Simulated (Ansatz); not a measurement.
## Geometry relaxation, with input and output: Zn8S7 (part 3 of 3)

Zn8S7 (defect cell, 15 atoms in the cell); DFT PBE, scalar-relativistic, plane waves, PAW, no spin polarisation (Ansatz 0.2.0); cutoff 420 eV, 2×2×2 k-mesh, Gaussian smearing of 0.01 eV. The structure derives from a Materials Project entry. It belongs to a series of runs on one base structure; here: S vacancy (site b), charge +0, atoms relaxed at the host's cell.

Geometry of the input (Å; fractional positions):
```
0.0000  0.0000  6.3046
-3.8441  -6.6581  0.0000
7.6881  -0.0000  0.0000
Zn 0.0003  0.1667  0.8333
Zn 0.0003  0.1667  0.3333
Zn 0.0003  0.6667  0.8333
Zn 0.0003  0.6667  0.3333
Zn 0.5003  0.3333  0.1667
Zn 0.5003  0.3333  0.6667
Zn 0.5003  0.8333  0.1667
Zn 0.5003  0.8333  0.6667
S  0.3747  0.1667  0.3333
S  0.3747  0.6667  0.8333
S  0.3747  0.6667  0.3333
S  0.8747  0.3333  0.1667
S  0.8747  0.3333  0.6667
S  0.8747  0.8333  0.1667
S  0.8747  0.8333  0.6667
```

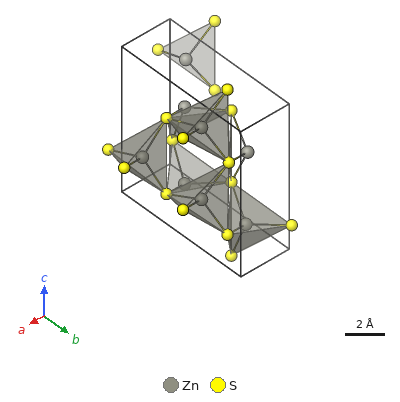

The geometry at step 5 of the log (polyhedral view of the cell of the calculation, seen slightly off an axis; polyhedra are completed across the faces of the cell).

Output, continued
```
  k-point 3: bands = ["-7.3960", "-7.2416", "-7.2264", "-7.1397", "-7.0683", "-6.8641", "-6.8220", "-1.4136", "-1.3664", "-1.3581", "-1.3526", "-1.3307", "-1.3083", "-1.3036", "-1.2688", "-1.2682", "-1.2217", "-1.2189", "-1.2036", "-1.1720", "-1.1610", "-1.1487", "-1.1285", "-1.1099", "-1.0904", "-1.0842", "-1.0787", "-1.0493", "-1.0136", "-1.0126", "-0.9940", "-0.9756", "-0.9095", "-0.8917", "-0.8655", "-0.8605", "-0.8321", "-0.7986", "-0.7904", "-0.7826", "-0.7708", "-0.7330", "-0.6398", "-0.6218", "-0.5822", "-0.5569", "-0.5476", "0.2072", "0.6082", "0.9140", "1.0890", "1.1295", "1.5910", "1.8205", "2.2403", "2.5950", "2.6485", "2.7641", "2.9230", "3.2707", "3.4139", "3.4492", "3.5205", "3.5333", "3.6194", "3.8482", "4.0183", "4.1854", "5.2687", "7.1446", "7.5151", "8.4742", "9.1107", "9.2676", "9.3835", "9.4178", "9.4511", "9.4609", "10.1160", "10.4423", "10.7575", "11.0874", "11.1859", "11.3534"]
--- Relaxed structure (9 steps of the walk, 8 accepted, 0 SCFs on fresh bases) ---
  F+E_penalty+E_count = -32875.83107152 eV   max|allowed force component| = 1.288e-2 eV/Å
  atoms:
    - { symbol: Zn, position: [0.10753309201995273, 0.16666666666666666, 0.8333333333333333] }
    - { symbol: Zn, position: [-0.016989889810861664, 0.1719244174378934, 0.33596220871894666] }
    - { symbol: Zn, position: [-0.016989889810861664, 0.6640377912810533, 0.8280755825621067] }
    - { symbol: Zn, position: [-0.016989889810861664, 0.6640377912810533, 0.3359622087189467] }
    - { symbol: Zn, position: [0.4980302469097701, 0.33115064733022886, 0.16230129466045773] }
    - { symbol: Zn, position: [0.4980302469097701, 0.33115064733022903, 0.6688493526697712] }
    - { symbol: Zn, position: [0.49296918039606324, 0.8333333333333334, 0.16666666666666669] }
    - { symbol: Zn, position: [0.4980302469097701, 0.8376987053395423, 0.6688493526697711] }
    - { symbol: S, position: [0.36498995346440044, 0.16811199972856108, 0.33405599986428053] }
    - { symbol: S, position: [0.36498995346440044, 0.6659440001357194, 0.831888000271439] }
    - { symbol: S, position: [0.36498995346440044, 0.6659440001357193, 0.3340559998642804] }
    - { symbol: S, position: [0.8735523691595438, 0.3258027030085438, 0.15160540601708736] }
    - { symbol: S, position: [0.8735523691595438, 0.32580270300854364, 0.6741972969914563] }
    - { symbol: S, position: [0.8660163621154281, 0.8333333333333334, 0.16666666666666669] }
    - { symbol: S, position: [0.8735523691595438, 0.8483945939829131, 0.6741972969914565] }
```

Trajectory as extended XYZ (Å, eV, eV/Å), 9 frames, from step=1 to step=9
```
15
Lattice="0.0000 0.0000 6.3046 -3.8441 -6.6581 0.0000 7.6881 -0.0000 0.0000" Properties=species:S:1:pos:R:3:forces:R:3 step=1 energy=-32875.55494
Zn    5.7661   -1.1097    0.0017    0.0000   0.0000   0.4926
Zn    1.9220   -1.1097    0.0017    0.0000   0.0208   0.0054
Zn    3.8441   -4.4387    0.0017    0.0180  -0.0104   0.0054
Zn    0.0000   -4.4387    0.0017   -0.0180  -0.0104   0.0054
Zn    0.0000   -2.2194    3.1540   -0.4244   0.2450  -0.1484
Zn    3.8441   -2.2194    3.1540    0.4244   0.2450  -0.1484
Zn   -1.9220   -5.5484    3.1540    0.0000   0.0000   0.0443
Zn    1.9220   -5.5484    3.1540    0.0000  -0.4901  -0.1484
S     1.9220   -1.1097    2.3626    0.0000  -0.0483  -0.0381
S     3.8441   -4.4387    2.3626   -0.0418   0.0242  -0.0381
S     0.0000   -4.4387    2.3626    0.0418   0.0242  -0.0381
S     0.0000   -2.2194    5.5149   -0.0215   0.0124   0.0101
S     3.8441   -2.2194    5.5149    0.0215   0.0124   0.0101
S    -1.9220   -5.5484    5.5149    0.0000   0.0000  -0.0234
S     1.9220   -5.5484    5.5149    0.0000  -0.0248   0.0101
15
Lattice="0.0000 0.0000 6.3046 -3.8441 -6.6581 0.0000 7.6881 -0.0000 0.0000" Properties=species:S:1:pos:R:3:forces:R:3 step=2 energy=-32875.71402
Zn    5.7661   -1.1097    0.1179    0.0000   0.0000   0.3413
Zn    1.9220   -1.1149   -0.0033    0.0000   0.0209  -0.0200
Zn    3.8396   -4.4362   -0.0033    0.0181  -0.0104  -0.0200
Zn    0.0045   -4.4362   -0.0033   -0.0181  -0.0104  -0.0200
Zn   -0.0786   -2.1740    3.1268   -0.2261   0.1306  -0.0627
Zn    3.9227   -2.1740    3.1268    0.2261   0.1306  -0.0627
Zn   -1.9220   -5.5484    3.1439    0.0000   0.0000  -0.0185
Zn    1.9220   -5.6392    3.1268    0.0000  -0.2611  -0.0627
S     1.9220   -1.1275    2.3658    0.0000   0.0554  -0.0579
S     3.8286   -4.4298    2.3658    0.0480  -0.0277  -0.0579
S     0.0154   -4.4298    2.3658   -0.0480  -0.0277  -0.0579
S    -0.0256   -2.2046    5.5107    0.0222  -0.0128   0.0354
S     3.8697   -2.2046    5.5107   -0.0222  -0.0128   0.0354
S    -1.9220   -5.5484    5.5082    0.0000   0.0000  -0.0072
S     1.9220   -5.5780    5.5107    0.0000   0.0256   0.0354
15
Lattice="0.0000 0.0000 6.3046 -3.8441 -6.6581 0.0000 7.6881 -0.0000 0.0000" Properties=species:S:1:pos:R:3:forces:R:3 step=3 energy=-32875.78790
Zn    5.7661   -1.1097    0.3129    0.0000   0.0000   0.0929
Zn    1.9220   -1.1092   -0.0250    0.0000  -0.0247  -0.0391
Zn    3.8445   -4.4390   -0.0250   -0.0214   0.0123  -0.0391
Zn   -0.0004   -4.4390   -0.0250    0.0214   0.0123  -0.0391
Zn   -0.1562   -2.1292    3.1069    0.0412  -0.0238   0.0313
Zn    4.0003   -2.1292    3.1069   -0.0412  -0.0238   0.0313
Zn   -1.9220   -5.5484    3.1093    0.0000   0.0000  -0.0081
Zn    1.9220   -5.7288    3.1069    0.0000   0.0475   0.0313
S     1.9220   -1.1258    2.3465    0.0000  -0.0435   0.0499
S     3.8301   -4.4307    2.3465   -0.0377   0.0218   0.0499
S     0.0140   -4.4307    2.3465    0.0377   0.0218   0.0499
S    -0.0544   -2.1879    5.5282   -0.0015   0.0009  -0.0688
S     3.8985   -2.1879    5.5282    0.0015   0.0009  -0.0688
S    -1.9220   -5.5484    5.4777    0.0000   0.0000  -0.0049
S     1.9220   -5.6113    5.5282    0.0000  -0.0017  -0.0688
15
Lattice="0.0000 0.0000 6.3046 -3.8441 -6.6581 0.0000 7.6881 -0.0000 0.0000" Properties=species:S:1:pos:R:3:forces:R:3 step=4 energy=-32875.79514
Zn    5.7661   -1.1097    0.3596    0.0000   0.0000   0.0901
Zn    1.9220   -1.1141   -0.0350    0.0000  -0.0143  -0.0256
Zn    3.8402   -4.4365   -0.0350   -0.0124   0.0072  -0.0256
Zn    0.0038   -4.4365   -0.0350    0.0124   0.0072  -0.0256
Zn   -0.1505   -2.1325    3.1118    0.0488  -0.0282   0.0180
Zn    3.9945   -2.1325    3.1118   -0.0488  -0.0282   0.0180
Zn   -1.9220   -5.5484    3.0986    0.0000   0.0000  -0.0014
Zn    1.9220   -5.7222    3.1118    0.0000   0.0564   0.0180
S     1.9220   -1.1336    2.3460    0.0000   0.0195   0.0024
S     3.8233   -4.4268    2.3460    0.0169  -0.0098   0.0024
S     0.0208   -4.4268    2.3460   -0.0169  -0.0098   0.0024
S    -0.0638   -2.1825    5.5246    0.0265  -0.0153  -0.0339
S     3.9079   -2.1825    5.5246   -0.0265  -0.0153  -0.0339
S    -1.9220   -5.5484    5.4693    0.0000   0.0000   0.0288
S     1.9220   -5.6221    5.5246    0.0000   0.0306  -0.0339
15
Lattice="0.0000 0.0000 6.3046 -3.8441 -6.6581 0.0000 7.6881 -0.0000 0.0000" Properties=species:S:1:pos:R:3:forces:R:3 step=5 energy=-32875.81226
Zn    5.7661   -1.1097    0.5317    0.0000   0.0000   0.0392
Zn    1.9220   -1.1310   -0.0726    0.0000  -0.0014  -0.0045
Zn    3.8256   -4.4281   -0.0726   -0.0012   0.0007  -0.0045
Zn    0.0185   -4.4281   -0.0726    0.0012   0.0007  -0.0045
Zn   -0.1107   -2.1555    3.1256    0.0598  -0.0345  -0.0088
Zn    3.9547   -2.1555    3.1256   -0.0598  -0.0345  -0.0088
Zn   -1.9220   -5.5484    3.0815    0.0000   0.0000   0.0497
Zn    1.9220   -5.6762    3.1256    0.0000   0.0690  -0.0088
S     1.9220   -1.1397    2.3311    0.0000   0.0826  -0.0529
S     3.8181   -4.4238    2.3311    0.0715  -0.0413  -0.0529
S     0.0260   -4.4238    2.3311   -0.0715  -0.0413  -0.0529
S    -0.0900   -2.1674    5.5150    0.0855  -0.0493   0.0360
S     3.9341   -2.1674    5.5150   -0.0855  -0.0493   0.0360
S    -1.9220   -5.5484    5.4594    0.0000   0.0000   0.0016
S     1.9220   -5.6523    5.5150    0.0000   0.0987   0.0360
15
Lattice="0.0000 0.0000 6.3046 -3.8441 -6.6581 0.0000 7.6881 -0.0000 0.0000" Properties=species:S:1:pos:R:3:forces:R:3 step=6 energy=-32875.82309
Zn    5.7661   -1.1097    0.6732    0.0000   0.0000  -0.0243
Zn    1.9220   -1.1434   -0.1060    0.0000   0.0041   0.0151
Zn    3.8148   -4.4219   -0.1060    0.0036  -0.0021   0.0151
Zn    0.0292   -4.4219   -0.1060   -0.0036  -0.0021   0.0151
Zn   -0.0546   -2.1878    3.1400    0.0289  -0.0167  -0.0059
Zn    3.8987   -2.1878    3.1400   -0.0289  -0.0167  -0.0059
Zn   -1.9220   -5.5484    3.0783    0.0000   0.0000   0.0623
Zn    1.9220   -5.6115    3.1400    0.0000   0.0334  -0.0059
S     1.9220   -1.1369    2.3132    0.0000   0.1031  -0.0751
S     3.8205   -4.4251    2.3132    0.0893  -0.0516  -0.0751
S     0.0236   -4.4251    2.3132   -0.0893  -0.0516  -0.0751
S    -0.0985   -2.1625    5.5090    0.0705  -0.0407   0.0498
S     3.9426   -2.1625    5.5090   -0.0705  -0.0407   0.0498
S    -1.9220   -5.5484    5.4496    0.0000   0.0000   0.0101
S     1.9220   -5.6622    5.5090    0.0000   0.0814   0.0498
15
Lattice="0.0000 0.0000 6.3046 -3.8441 -6.6581 0.0000 7.6881 -0.0000 0.0000" Properties=species:S:1:pos:R:3:forces:R:3 step=7 energy=-32875.82896
Zn    5.7661   -1.1097    0.6565    0.0000   0.0000   0.0803
Zn    1.9220   -1.1467   -0.1102    0.0000   0.0143   0.0350
Zn    3.8121   -4.4203   -0.1102    0.0124  -0.0071   0.0350
Zn    0.0320   -4.4203   -0.1102   -0.0124  -0.0071   0.0350
Zn   -0.0175   -2.2093    3.1463   -0.0256   0.0148  -0.0382
Zn    3.8616   -2.2093    3.1463    0.0256   0.0148  -0.0382
Zn   -1.9220   -5.5484    3.1066    0.0000   0.0000   0.0196
Zn    1.9220   -5.5687    3.1463    0.0000  -0.0296  -0.0382
S     1.9220   -1.1198    2.3038    0.0000  -0.0010  -0.0157
S     3.8353   -4.4337    2.3038   -0.0009   0.0005  -0.0157
S     0.0087   -4.4337    2.3038    0.0009   0.0005  -0.0157
S    -0.0853   -2.1701    5.5080    0.0075  -0.0043  -0.0068
S     3.9294   -2.1701    5.5080   -0.0075  -0.0043  -0.0068
S    -1.9220   -5.5484    5.4633    0.0000   0.0000  -0.0226
S     1.9220   -5.6470    5.5080    0.0000   0.0087  -0.0068
15
Lattice="0.0000 0.0000 6.3046 -3.8441 -6.6581 0.0000 7.6881 -0.0000 0.0000" Properties=species:S:1:pos:R:3:forces:R:3 step=8 energy=-32875.82872 accepted=F
Zn    5.7661   -1.1097    0.7006    0.0000   0.0000  -0.0716
Zn    1.9220   -1.1451   -0.1005    0.0000  -0.0073  -0.0536
Zn    3.8134   -4.4210   -0.1005   -0.0063   0.0037  -0.0536
Zn    0.0307   -4.4210   -0.1005    0.0063   0.0037  -0.0536
Zn   -0.0258   -2.2045    3.1311    0.0049  -0.0029   0.0440
Zn    3.8698   -2.2045    3.1311   -0.0049  -0.0029   0.0440
Zn   -1.9220   -5.5484    3.1108    0.0000   0.0000   0.0147
Zn    1.9220   -5.5782    3.1311    0.0000   0.0057   0.0440
S     1.9220   -1.1191    2.3018    0.0000   0.0145  -0.0099
S     3.8359   -4.4340    2.3018    0.0126  -0.0073  -0.0099
S     0.0082   -4.4340    2.3018   -0.0126  -0.0073  -0.0099
S    -0.0824   -2.1718    5.4998   -0.0328   0.0189   0.0379
S     3.9264   -2.1718    5.4998    0.0328   0.0189   0.0379
S    -1.9220   -5.5484    5.4620    0.0000   0.0000   0.0019
S     1.9220   -5.6435    5.4998    0.0000  -0.0379   0.0379
15
Lattice="0.0000 0.0000 6.3046 -3.8441 -6.6581 0.0000 7.6881 -0.0000 0.0000" Properties=species:S:1:pos:R:3:forces:R:3 step=9 energy=-32875.83107
Zn    5.7661   -1.1097    0.6780    0.0000   0.0000   0.0129
Zn    1.9220   -1.1447   -0.1071    0.0000  -0.0036  -0.0006
Zn    3.8138   -4.4212   -0.1071   -0.0031   0.0018  -0.0006
Zn    0.0303   -4.4212   -0.1071    0.0031   0.0018  -0.0006
Zn   -0.0252   -2.2048    3.1399   -0.0040   0.0023  -0.0039
Zn    3.8692   -2.2048    3.1399    0.0040   0.0023  -0.0039
Zn   -1.9220   -5.5484    3.1080    0.0000   0.0000  -0.0004
Zn    1.9220   -5.5775    3.1399    0.0000  -0.0046  -0.0039
S     1.9220   -1.1193    2.3011    0.0000  -0.0016   0.0057
S     3.8357   -4.4339    2.3011   -0.0014   0.0008   0.0057
S     0.0083   -4.4339    2.3011    0.0014   0.0008   0.0057
S    -0.0868   -2.1692    5.5074    0.0061  -0.0035  -0.0048
S     3.9309   -2.1692    5.5074   -0.0061  -0.0035  -0.0048
S    -1.9220   -5.5484    5.4599    0.0000   0.0000  -0.0019
S     1.9220   -5.6487    5.5074    0.0000   0.0071  -0.0048
```

Key numbers

- outcome: converged
- electrons treated: 138
- free energy: −32875.8311 eV
- Fermi energy: 5.964 eV
- gap on the k-point mesh: 1.27 eV
- final volume: 322.73 Å³
- largest force (length of the vector) at the end: 0.013 eV/Å
- hardware: 4 threads of Arm Neoverse V2, 24 GiB of memory available, shared host
- wall time: 17 s (CPU time 63 s)
- peak memory: 0.83 GiB
